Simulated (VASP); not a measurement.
## Energy of NiO along an even scaling of the cell

System: NiO (F-43m, 2 atoms in the cell).
Method: Kohn-Sham DFT of a periodic cell, PBE, VASP PAW PBE potentials, recommended, spin-polarised (VASP 6.6.1).

The 7 runs differ only in the geometry, by an even scaling of the cell at fixed fractional positions. The structure was built on a prototype by a generator; it need not be a known phase.

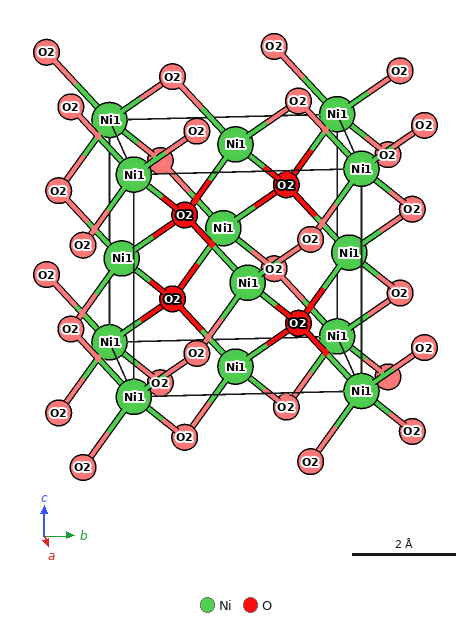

Figure 1. The structure of run 4 (ball-and-stick view of the cell 4 times as large as that of the calculation, set on its symmetry axes, seen at an oblique angle; neighbours outside the cell are drawn fainter; atoms are numbered from 1 in the order of the input).

## INCAR of run 4
```
PREC = Accurate ; ENCUT = 520
EDIFF = 1E-7 ; ISMEAR = -1
SIGMA = 0.05 ; LREAL = F
LASPH = T ; NELM = 120
ALGO = Normal ; ISIF = 2
LWAVE = F ; LCHARG = T
ISPIN = 2 ; MAGMOM = 1 0
LORBIT = 11 ; LMAXMIX = 4
GGA = PE ; LELF = T
LVHAR = T ; NBANDS = 19
```

## KPOINTS of run 4
```
regular mesh
0
Gamma
  10 10 10
```

## POSCAR of run 4
```
NiO
1.0
    0.0000000000      2.2406300000      2.2406300000
    2.2406300000      0.0000000000      2.2406300000
    2.2406300000      2.2406300000      0.0000000000
Ni O
1 1
Direct
    0.0000000000      0.0000000000      0.0000000000
    0.7500000000      0.7500000000      0.7500000000
```

Command:
```bash
cat potpaw_PBE.64/Ni/POTCAR potpaw_PBE.64/O/POTCAR > POTCAR
mpirun -np 1 vasp_std > vasp.out
```

Lattice vectors (Å) and fractional positions of run 4:
```
   0.000000    2.240630    2.240630
   2.240630    0.000000    2.240630
   2.240630    2.240630    0.000000
Ni  0.000000  0.000000  0.000000
O   0.750000  0.750000  0.750000
```

Run 5 has the same physical settings and fractional positions; its lattice vectors (Å) are:
```
   0.000000    2.255469    2.255469
   2.255469    0.000000    2.255469
   2.255469    2.255469    0.000000
```

## Results, with one run withheld

| run | volume per atom (Å³) | free energy per atom, from the lowest run given (meV) | pressure (GPa) |
| --- | --- | --- | --- |
| 1 | 10.574 | 21.83 | 10.22 |
| 2 | 10.799 | 9.84 | 6.64 |
| 3 | 11.024 | 2.71 | 3.31 |
| 4 | 11.249 | 0.00 | 0.27 |
| 5 | 11.474 | ? | ? |
| 6 | 11.699 | 6.40 | −4.99 |
| 7 | 11.924 | 14.79 | −7.25 |

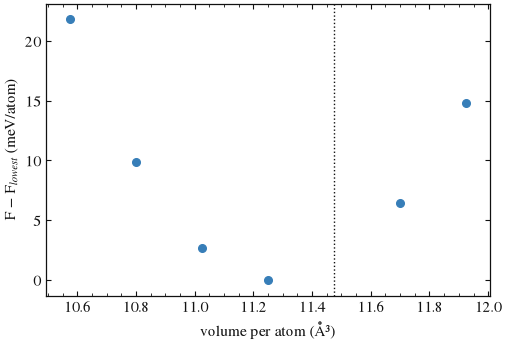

Figure 2. Free energy per atom of the runs given; the dotted line marks run 5.

What should run 5 give?

A cubic polynomial in V^(−2/3) (the Birch–Murnaghan form), fitted to the 6 runs given, misses them by at most 0.01 meV per atom. With x = V^(−2/3) − 0.19983 Å⁻², it reads F = 0.27675 + 597.68 x + 2.8438e+05 x² − 2.7866e+05 x³ (meV per atom). At run 5 it gives 1.36 meV per atom, and the run itself gives 1.35. The slope of the fit gives a pressure −dF/dV of −2.31 GPa there, and the run prints −2.50 GPa. The two needn't agree exactly: the fit is approximate, and the printed stress is taken on a finite basis. The fit has its minimum at 11.283 Å³ per atom, where V d²F/dV² gives 142 GPa: the bulk modulus at this level, since symmetry fixes the shape and the positions.

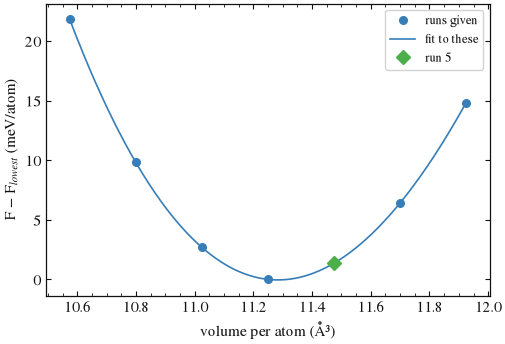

Figure 3. The fit and the withheld run.

## OSZICAR and lines of OUTCAR (run 5)
```
N       E                     dE             d eps       ncg     rms          rms(c)
DAV:   1     0.911828250540E+02    0.91183E+02   -0.69669E+03  3716   0.973E+02
DAV:   2    -0.803950583426E+01   -0.99222E+02   -0.86031E+02  3679   0.234E+02
DAV:   3    -0.142751171087E+02   -0.62356E+01   -0.59024E+01  4152   0.604E+01
DAV:   4    -0.143425241662E+02   -0.67407E-01   -0.67339E-01  3929   0.609E+00
DAV:   5    -0.143437833056E+02   -0.12591E-02   -0.12590E-02  3992   0.855E-01    0.173E+01
DAV:   6    -0.139263370900E+02    0.41745E+00   -0.21515E+01  4179   0.730E+01    0.237E+01
DAV:   7    -0.116323279637E+02    0.22940E+01   -0.10284E+01  4145   0.611E+01    0.691E+00
DAV:   8    -0.116086154868E+02    0.23712E-01   -0.34060E-01  4368   0.679E+00    0.353E+00
DAV:   9    -0.115977391060E+02    0.10876E-01   -0.78528E-02  4969   0.432E+00    0.140E+00
DAV:  10    -0.116005594344E+02   -0.28203E-02   -0.10893E-02  4496   0.150E+00    0.526E-01
DAV:  11    -0.115991016234E+02    0.14578E-02   -0.81028E-03  4677   0.158E+00    0.145E-01
DAV:  12    -0.115991865305E+02   -0.84907E-04   -0.91663E-04  3871   0.297E-01    0.570E-02
DAV:  13    -0.115992027361E+02   -0.16206E-04   -0.15419E-04  4319   0.116E-01    0.329E-02
DAV:  14    -0.115992070586E+02   -0.43224E-05   -0.29182E-05  4367   0.710E-02    0.146E-02
DAV:  15    -0.115992095086E+02   -0.24500E-05   -0.72111E-06  3941   0.236E-02    0.152E-02
DAV:  16    -0.115992090074E+02    0.50119E-06   -0.26463E-06  4401   0.263E-02    0.261E-03
DAV:  17    -0.115992089403E+02    0.67129E-07   -0.44307E-07  3760   0.652E-03
   1 F= -.11599209E+02 E0= -.11591531E+02  d E =-.153568E-01  mag=     1.9372
[... from OUTCAR:]
  free energy    TOTEN  =       -11.59920894 eV
  energy without entropy =      -11.58385216  energy(sigma->0) =      -11.59153055
 E-fermi :   5.3605     XC(G=0): -11.1259     alpha+bet :-11.0685
  free  energy   TOTEN  =       -11.5992089403 eV
  energy  without entropy=      -11.5838521578  energy(sigma->0) =      -11.59153055
```
